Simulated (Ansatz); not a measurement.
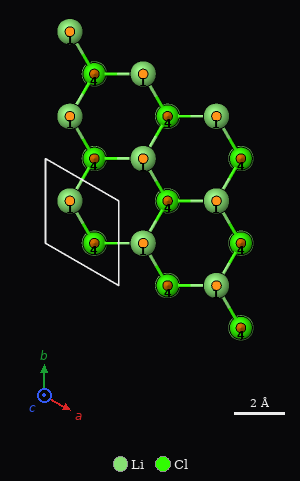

A relaxation of crystalline LiCl (built on the wurtzite type). The starting structure is drawn; orange arrows show the displacements (the part carried along by the change of the cell is left out), magnified 50 times.

A ball-and-stick model of the cell of the calculation, repeated 3 × 3 × 1 with one cell outlined, seen along the c axis.

Theory: DFT, PBE, plane waves, PAW (Ansatz).

Input
```yaml
crystal:
  lattice:
    - [3.4354910139, 0.0, 0.0]
    - [-1.717745507, 2.9752224925, 0.0]
    - [0.0, 0.0, 5.6101568257]
  atoms:
    - { symbol: Li, position: [0.3333333333, 0.6666666667, 0.0] }
    - { symbol: Li, position: [0.6666666667, 0.3333333333, 0.5] }
    - { symbol: Cl, position: [0.3333333333, 0.6666666667, 0.375] }
    - { symbol: Cl, position: [0.6666666667, 0.3333333333, 0.875] }
kpoints:
  mp_grid: { grid: [12, 12, 4] }
hamiltonian:
  xc: pbe
scf:
  occupations: { method: fermi_dirac, width: 0.02 }
relax:
  f_tol: 0.005
  cell: {}
output:
  write_density: true
  write_potential: true
  elf: true
  volumetric_format: npy
```

Launched with:
```bash
ansatz run input.yaml --threads 2 --pin off --max-ram 2211MiB --backend cpu --events-out ev --progress --plain --runs-dir out
```

Q: What happened in the run?

A: The largest moves relative to the cell, 0.019 Å, are those of Li1, Li2, Cl3 and Cl4. Cl4 goes along +c. By element the largest moves are Cl 0.019 Å, Li 0.019 Å. The volume changes by +46.4 %, with a = b 3.435 → 3.927 Å (+14.3 %), c 5.610 → 6.285 Å (+12.0 %). Near-neighbour distances that change, for instance: Li1–Cl3 2.104 → 2.395 Å. The space group stays P6_3mc (No. 186). The energy falls by 308 meV per atom in 5 accepted moves (7 points after the start). The largest force component goes from 0.023 to 0.00059 eV/Å. The pressure goes from 20.63 to 0.01 GPa. At 2 points the geometry stayed and the basis and grid were re-selected for the new cell (energy shift of 1.9 meV per atom at most each time). Cost: 20 s on 2 threads of Intel(R) Xeon(R) Platinum 8259CL CPU @ 2.50GHz (Skylake/Cascade Lake) (shared host), peak memory 0.5 GiB.
